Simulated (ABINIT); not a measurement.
# Dielectric calculation, with input and output: ZrS₂ (part 3 of 3)

The same run, continued: ZrS₂ (P-3m1, 3 atoms in the cell); Kohn-Sham DFT of a periodic cell, LDA, PseudoDojo NC SR LDA v0.4 stringent, no spin polarisation (ABINIT 10.8.3); cutoff 789.13 eV, 4×4×4 k-mesh, fixed occupations. The structure derives from a Materials Project entry. The settings are looser than a standard set-up, so the numbers are not reference values.

Geometry of the input (Å; fractional positions):
```
3.6914  0.0000  0.0000
-1.8457  3.1968  0.0000
0.0000  0.0000  6.0411
Zr 0.0000  0.0000  0.0000
S  0.3333  0.6667  0.2379
S  0.6667  0.3333  0.7621
```

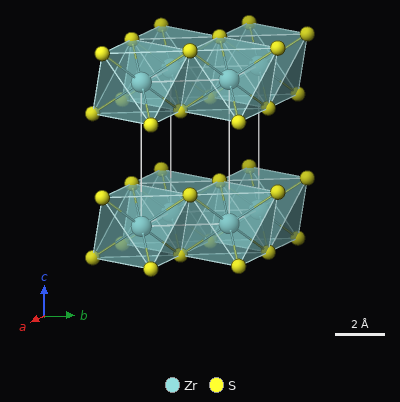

The structure as given in the input (polyhedral view of the cell of the calculation, seen slightly off an axis; polyhedra are completed across the faces of the cell).

What the program printed, continued
```
     iter   2DEtotal(Ha)        deltaE(Ha) residm    vres2
-ETOT  1  -6.8987533125647     -6.899E+00 3.740E-02 0.000E+00
 ETOT  2  -6.9808250193882     -8.207E-02 8.550E-03 0.000E+00
 ETOT  3  -6.9854902391579     -4.665E-03 8.028E-04 0.000E+00
 ETOT  4  -6.9860295233984     -5.393E-04 2.151E-04 0.000E+00
 ETOT  5  -6.9861178651620     -8.834E-05 3.460E-05 0.000E+00
 ETOT  6  -6.9861343127503     -1.645E-05 1.004E-05 0.000E+00
 ETOT  7  -6.9861375660535     -3.253E-06 1.582E-06 0.000E+00
 ETOT  8  -6.9861382276718     -6.616E-07 4.767E-07 0.000E+00
 ETOT  9  -6.9861383658516     -1.382E-07 7.561E-08 0.000E+00
 ETOT 10  -6.9861383950518     -2.920E-08 2.292E-08 0.000E+00
 ETOT 11  -6.9861384013522     -6.300E-09 3.751E-09 0.000E+00
 ETOT 12  -6.9861384027213     -1.369E-09 1.113E-09 0.000E+00
 ETOT 13  -6.9861384030227     -3.014E-10 1.894E-10 0.000E+00
 ETOT 14  -6.9861384030894     -6.666E-11 5.495E-11 0.000E+00
 ETOT 15  -6.9861384031042     -1.485E-11 9.601E-12 0.000E+00
 ETOT 16  -6.9861384031075     -3.319E-12 2.753E-12 0.000E+00
 ETOT 17  -6.9861384031083     -7.425E-13 4.869E-13 0.000E+00
 ETOT 18  -6.9861384031084     -1.679E-13 1.391E-13 0.000E+00
 ETOT 19  -6.9861384031085     -3.997E-14 2.471E-14 0.000E+00
 ETOT 20  -6.9861384031085     -2.665E-15 7.057E-15 0.000E+00
 ETOT 21  -6.9861384031085     -8.882E-15 1.256E-15 0.000E+00
 ETOT 22  -6.9861384031085      1.155E-14 3.590E-16 0.000E+00
 ETOT 23  -6.9861384031085     -1.510E-14 6.386E-17 0.000E+00
 ETOT 24  -6.9861384031085      1.155E-14 1.829E-17 0.000E+00
 ETOT 25  -6.9861384031085      0.000E+00 3.251E-18 0.000E+00
 ETOT 26  -6.9861384031085     -8.882E-16 9.757E-19 0.000E+00

 At SCF step   26   max residual=  9.76E-19 < tolwfr=  1.00E-18 =>converged.
================================================================================

 ----iterations are completed or convergence reached----

 Mean square residual over all n,k,spin=   65.458E-20; max=  97.571E-20
 dfpt_looppert : ek2=    1.4540337794E+01
          f-sum rule ratio=    9.9945866874E-01
 Expectation of eigenvalue derivatives (hartree) for nkpt=  32  k points:
  (in case of degenerate eigenvalues, averaged derivative)
 kpt#   1, nband= 12, wtk=  0.03125, kpt=  0.0000  0.0000  0.1250 (reduced coord)
  -0.00000   -0.00004   -0.00000   -0.00000    0.01340   -0.02225    0.05726    0.00222
   0.00222   -0.12748   -0.00831   -0.00831
 prteigrs : prtvol=0 or 1, do not print more k-points.

 2DEtotal=   -0.6986138403E+01 Ha. Also 2DEtotal=   -0.190102510455E+03 eV
    (  non-var. 2DEtotal :   -6.9861384016E+00 Ha)
================================================================================

 ---- first-order wavefunction calculations are completed ----

 Total localisation tensor (bohr^2) in cartesian coordinates
  WARNING : still subject to testing - especially symmetries.
      direction              matrix element
   alpha     beta       real part   imaginary part
     1        1       3.0663813870   -0.0000000000
     1        2      -1.0622256715   -0.0000000000
     1        3       0.0000000000    0.0000000000
     2        1      -1.0622256715   -0.0000000000
     2        2       1.8398288321    0.0000000000
     2        3       0.0000000000    0.0000000000
     3        1       0.0000000000    0.0000000000
     3        2       0.0000000000    0.0000000000
     3        3       1.2337702405    0.0000000000

 respfn : d/dk was computed, but no 2DTE, so no DDB output.

================================================================================
== DATASET  3 ==================================================================

--- !DatasetInfo
iteration_state: {dtset: 3, }
dimensions: {natom: 3, nkpt: 32, mband: 12, nsppol: 1, nspinor: 1, nspden: 1, mpw: 3616, }
cutoff_energies: {ecut:  29.0, pawecutdg:  -1.0, }
electrons: {nelect:   2.40000000E+01, charge:   0.00000000E+00, occopt:   1.00000000E+00, tsmear:   1.00000000E-02, }
meta: {optdriver: 1, rfelfd: 3, }
...

 mkfilename : getwfk/=0, take file _WFK from output of DATASET   1.

 mkfilename : getddk/=0, take file _1WF from output of DATASET   2.

 Exchange-correlation functional for the present dataset will be:
  LDA: Perdew-Wang 92 LSD fit to Ceperley-Alder data - ixc=7
  J.P.Perdew and Y.Wang, PRB 45, 13244 (1992)

 Real(R)+Recip(G) space primitive vectors, cartesian coordinates (Bohr,Bohr^-1):
 R(1)=  6.9757020  0.0000000  0.0000000  G(1)=  0.1433547  0.0827659  0.0000000
 R(2)= -3.4878510  6.0411352  0.0000000  G(2)=  0.0000000  0.1655318  0.0000000
 R(3)=  0.0000000  0.0000000 11.4159810  G(3)=  0.0000000  0.0000000  0.0875965
 Unit cell volume ucvol=  4.8108267E+02 bohr^3
 Angles (23,13,12)=  9.00000000E+01  9.00000000E+01  1.20000000E+02 degrees
 setup1 : take into account q-point for computing boxcut.

 getcut: wavevector=  0.0000  0.0000  0.0000  ngfft=  36  36  60
         ecut(hartree)=     29.000   => boxcut(ratio)=   2.12888
--------------------------------------------------------------------------------

 ==>  initialize data related to q vector <==

 The list of irreducible perturbations for this q vector is:
    1)    idir= 1    ipert=   5
    2)    idir= 3    ipert=   5

================================================================================

 The perturbation idir=   2  ipert=   5 is
 symmetric of a previously calculated perturbation.
 So, its SCF calculation is not needed.

--------------------------------------------------------------------------------
 Perturbation wavevector (in red.coord.)   0.000000  0.000000  0.000000
 Perturbation : homogeneous electric field along direction   1
 The set of symmetries contains only one element for this perturbation.
 symkpt : not enough symmetry to change the number of k points.

--------------------------------------------------------------------------------

--------------------------------------------------------------------------------

 Initialisation of the first-order wave-functions :
  ireadwf=   0

--- !BeginCycle
iteration_state: {dtset: 3, }
solver: {iscf: 7, nstep: 80, nline: 4, wfoptalg: 0, }
tolerances: {tolvrs: 1.00E-08, }
...

     iter   2DEtotal(Ha)        deltaE(Ha) residm    vres2
-ETOT  1  -615.09136409659     -6.151E+02 1.827E+02 1.033E+05
 ETOT  2  -691.02504236611     -7.593E+01 5.470E+00 1.450E+04
 ETOT  3  -701.86691037428     -1.084E+01 2.079E+00 2.350E+02
 ETOT  4  -702.58932400566     -7.224E-01 1.955E-01 7.590E+00
 ETOT  5  -702.70584085053     -1.165E-01 1.179E-01 1.512E+01
 ETOT  6  -702.73965138075     -3.381E-02 8.377E-03 6.975E-01
 ETOT  7  -702.74514193014     -5.491E-03 5.517E-03 1.961E-01
 ETOT  8  -702.74641500476     -1.273E-03 3.655E-04 5.657E-02
 ETOT  9  -702.74670062115     -2.856E-04 2.355E-04 1.063E-03
 ETOT 10  -702.74675617114     -5.555E-05 2.325E-05 2.442E-03
 ETOT 11  -702.74677009428     -1.392E-05 1.456E-05 9.806E-05
 ETOT 12  -702.74677308922     -2.995E-06 1.557E-06 1.196E-05
 ETOT 13  -702.74677372874     -6.395E-07 9.439E-07 2.204E-05
 ETOT 14  -702.74677389110     -1.624E-07 9.396E-08 2.035E-07
 ETOT 15  -702.74677392387     -3.277E-08 5.988E-08 1.133E-06
 ETOT 16  -702.74677393197     -8.094E-09 5.433E-09 1.971E-07
 ETOT 17  -702.74677393363     -1.666E-09 3.581E-09 6.717E-08
 ETOT 18  -702.74677393402     -3.928E-10 3.216E-10 7.758E-10

 At SCF step   18       vres2   =  7.76E-10 < tolvrs=  1.00E-08 =>converged.
-open ddk wf file :runo_DS2_1WF10
-open ddk wf file :runo_DS2_1WF11
-open ddk wf file :runo_DS2_1WF12
================================================================================

 ----iterations are completed or convergence reached----

 Mean square residual over all n,k,spin=   15.137E-13; max=  32.155E-11

 2DEtotal=   -0.7027467739E+03 Ha. Also 2DEtotal=   -0.191227138986E+05 eV
    (  non-var. 2DEtotal :   -7.0274666363E+02 Ha)

--------------------------------------------------------------------------------
 Perturbation wavevector (in red.coord.)   0.000000  0.000000  0.000000
 Perturbation : homogeneous electric field along direction   3
 The set of symmetries contains only one element for this perturbation.
 symkpt : not enough symmetry to change the number of k points.

--------------------------------------------------------------------------------

--------------------------------------------------------------------------------

 Initialisation of the first-order wave-functions :
  ireadwf=   0

--- !BeginCycle
iteration_state: {dtset: 3, }
solver: {iscf: 7, nstep: 80, nline: 4, wfoptalg: 0, }
tolerances: {tolvrs: 1.00E-08, }
...

     iter   2DEtotal(Ha)        deltaE(Ha) residm    vres2
-ETOT  1   43.385831188747      4.339E+01 7.648E+00 6.105E+05
 ETOT  2  0.98430359088346     -4.240E+01 2.024E+00 2.424E+05
 ETOT  3  -48.153372042917     -4.914E+01 2.255E-01 1.692E+03
 ETOT  4  -48.437097177533     -2.837E-01 2.223E-02 5.134E+02
 ETOT  5  -48.502536279888     -6.544E-02 6.705E-04 2.398E+01
 ETOT  6  -48.506362740292     -3.826E-03 5.393E-05 1.798E+00
 ETOT  7  -48.506727203056     -3.645E-04 2.706E-05 9.765E-02
 ETOT  8  -48.506750531644     -2.333E-05 5.144E-06 6.867E-04
 ETOT  9  -48.506752602696     -2.071E-06 1.065E-06 4.425E-05
 ETOT 10  -48.506753005981     -4.033E-07 2.967E-07 3.966E-05
 ETOT 11  -48.506753095191     -8.921E-08 5.386E-08 2.101E-05
 ETOT 12  -48.506753117943     -2.275E-08 1.367E-08 2.569E-08
 ETOT 13  -48.506753122462     -4.519E-09 3.128E-09 1.673E-07
 ETOT 14  -48.506753123549     -1.087E-09 7.354E-10 1.077E-09

 At SCF step   14       vres2   =  1.08E-09 < tolvrs=  1.00E-08 =>converged.
-open ddk wf file :runo_DS2_1WF10
-open ddk wf file :runo_DS2_1WF11
-open ddk wf file :runo_DS2_1WF12
================================================================================

 ----iterations are completed or convergence reached----

 Mean square residual over all n,k,spin=   65.627E-13; max=  73.538E-11

 2DEtotal=   -0.4850675312E+02 Ha. Also 2DEtotal=   -0.131993599478E+04 eV
    (  non-var. 2DEtotal :   -4.8506725657E+01 Ha)
================================================================================

 ---- first-order wavefunction calculations are completed ----

 ==> Compute Derivative Database <==
 The violation of the charge neutrality conditions
 by the effective charges is as follows :
    atom        electric field
 displacement     direction
       1               1       -1.221563        0.000000
       1               2        0.000000        0.000000
       1               3        0.000000        0.000000
       2               1        0.000000        0.000000
       2               2       -1.221563        0.000000
       2               3        0.000000        0.000000
       3               1        0.000000        0.000000
       3               2        0.000000        0.000000
       3               3        0.012995        0.000000

 Effective charge tensors after
 imposition of the charge neutrality (if requested by user),
 and eventual restriction to some part :
   atom    displacement
         1         1    1.015546E+01    0.000000E+00    0.000000E+00
         1         2   -1.266828E-15    1.015546E+01    0.000000E+00
         1         3    0.000000E+00    0.000000E+00    1.877931E+00
         2         1   -5.077732E+00    0.000000E+00    0.000000E+00
         2         2    4.532694E-17   -5.077732E+00    0.000000E+00
         2         3    0.000000E+00    0.000000E+00   -9.389653E-01
         3         1   -5.077732E+00    0.000000E+00    0.000000E+00
         3         2    1.221501E-15   -5.077732E+00    0.000000E+00
         3         3    0.000000E+00    0.000000E+00   -9.389653E-01
 Now, the imaginary part of the dynamical matrix is zeroed

  Dielectric tensor, in cartesian coordinates,
     j1       j2             matrix element
  dir pert dir pert     real part    imaginary part

   1    5   1    5        17.9693931709        -0.0000000000

   2    5   2    5        17.9693931708        -0.0000000000

   3    5   3    5         5.1827205529        -0.0000000000

  Effective charges, in cartesian coordinates,
  (from electric field response)
   if specified in the inputs, charge neutrality has been imposed
     j1       j2             matrix element
  dir pert dir pert     real part    imaginary part

   1    1   1    5        10.1554637442         0.0000000000
   1    2   1    5        -5.0777318539         0.0000000000
   1    3   1    5        -5.0777318539         0.0000000000

   2    1   2    5        10.1554637442         0.0000000000
   2    2   2    5        -5.0777318539         0.0000000000
   2    3   2    5        -5.0777318539         0.0000000000

   3    1   3    5         1.8779306123         0.0000000000
   3    2   3    5        -0.9389653064         0.0000000000
   3    3   3    5        -0.9389653064         0.0000000000

== END DATASET(S) ==============================================================
================================================================================

 -outvars: echo values of variables after computation  --------
            acell      1.0000000000E+00  1.0000000000E+00  1.0000000000E+00 Bohr
           etotal1    -7.2968889338E+01
           etotal2    -6.9861384031E+00
           etotal3    -4.8506753124E+01
            fcart1    -0.0000000000E+00  1.1885824522E-28 -2.8912057933E-19
                      -0.0000000000E+00 -5.9429122611E-29 -6.0814147802E-03
                      -0.0000000000E+00 -5.9429122611E-29  6.0814147802E-03
            fcart3     0.0000000000E+00  0.0000000000E+00  0.0000000000E+00
                       0.0000000000E+00  0.0000000000E+00  0.0000000000E+00
                       0.0000000000E+00  0.0000000000E+00  0.0000000000E+00
            rprim      6.9757020403E+00  0.0000000000E+00  0.0000000000E+00
                      -3.4878510202E+00  6.0411351761E+00  0.0000000000E+00
                       0.0000000000E+00  0.0000000000E+00  1.1415981047E+01
           strten1     1.5957955792E-04  1.5957955796E-04  1.2463555343E-04
                       0.0000000000E+00  0.0000000000E+00  3.2361456467E-14
           strten3     0.0000000000E+00  0.0000000000E+00  0.0000000000E+00
                       0.0000000000E+00  0.0000000000E+00  0.0000000000E+00
           xangst      0.0000000000E+00  0.0000000000E+00  0.0000000000E+00
                      -1.7639201692E-11  2.1312207073E+00  1.4372324492E+00
                       1.8456912736E+00  1.0656103537E+00  4.6038445567E+00
             xred      0.0000000000E+00  0.0000000000E+00  0.0000000000E+00
                       3.3333333333E-01  6.6666666667E-01  2.3790997000E-01
                       6.6666666667E-01  3.3333333333E-01  7.6209003000E-01
 Calculation completed.
```

File anaddb.abo
```
.Version 10.8.3 of ANADDB
================================================================================

 -outvars_anaddb: echo values of input variables ----------------------

 Flags :
     dieflag         2
 Miscellaneous information :
         asr         1

================================================================================

 read the DDB information and perform some checks

  ==== Info on the Cryst% object ====
 Real(R)+Recip(G) space primitive vectors, cartesian coordinates (Bohr,Bohr^-1):
 R(1)=  6.9757020  0.0000000  0.0000000  G(1)=  0.1433547  0.0827659  0.0000000
 R(2)= -3.4878510  6.0411352  0.0000000  G(2)=  0.0000000  0.1655318  0.0000000
 R(3)=  0.0000000  0.0000000 11.4159810  G(3)=  0.0000000  0.0000000  0.0875965
 Unit cell volume ucvol=  4.8108267E+02 bohr^3
 Angles (23,13,12)=  9.00000000E+01  9.00000000E+01  1.20000000E+02 degrees
 Time-reversal symmetry is present
 Reduced atomic positions [iatom, xred, symbol]:
    1)    0.0000000  0.0000000  0.0000000  Zr
    2)    0.3333333  0.6666667  0.2379100   S
    3)    0.6666667  0.3333333  0.7620900   S

 DDB file with 3 blocks has been read.

================================================================================

 Dielectric Tensor and Effective Charges

 anaddb : Zero the imaginary part of the Dynamical Matrix at Gamma,
   and impose the ASR on the effective charges

 The violation of the charge neutrality conditions
 by the effective charges is as follows :
    atom        electric field
 displacement     direction
       1               1       -1.221563        0.000000
       1               2        0.000000        0.000000
       1               3        0.000000        0.000000
       2               1        0.000000        0.000000
       2               2       -1.221563        0.000000
       2               3        0.000000        0.000000
       3               1        0.000000        0.000000
       3               2        0.000000        0.000000
       3               3        0.012995        0.000000

 Effective charge tensors after
 imposition of the charge neutrality (if requested by user),
 and eventual restriction to some part :
   atom    displacement
         1         1    1.015546E+01    0.000000E+00    0.000000E+00
         1         2   -1.359943E-15    1.015546E+01    0.000000E+00
         1         3    0.000000E+00    0.000000E+00    1.877931E+00
         2         1   -5.077732E+00    0.000000E+00    0.000000E+00
         2         2    6.799717E-16   -5.077732E+00    0.000000E+00
         2         3    0.000000E+00    0.000000E+00   -9.389653E-01
         3         1   -5.077732E+00    0.000000E+00    0.000000E+00
         3         2    6.799717E-16   -5.077732E+00    0.000000E+00
         3         3    0.000000E+00    0.000000E+00   -9.389653E-01
 Now, the imaginary part of the dynamical matrix is zeroed

================================================================================

 anaddb : the run completed successfully.
```

Key numbers

```json
{"quantity": "outcome", "value": "converged"}
{"quantity": "space group (tolerance 0.01 Å)", "value": "P-3m1 (164)"}
{"quantity": "electrons treated", "value": "24"}
{"quantity": "free energy", "value": "−1985.5846 eV"}
{"quantity": "Fermi energy", "value": "4.152 eV"}
{"quantity": "pressure", "value": "−4.35 GPa"}
{"quantity": "largest force (length of the vector)", "value": "0.313 eV/Å"}
{"quantity": "ε∞ (xx, yy, zz)", "value": "17.97, 17.97, 5.18"}
{"quantity": "Born charges (mean of the diagonal)", "value": "Zr1 (7.40 e); S2, S3 (−3.70 e)"}
{"quantity": "wall time", "value": "10 min"}
{"quantity": "peak memory", "value": "0.14 GiB"}
```

Notes

The settings depart from the standard set-up of this series, which can bear on the numbers. Points of doubt noted for this run: cutoff too low for stress; k mesh coarse for field response.
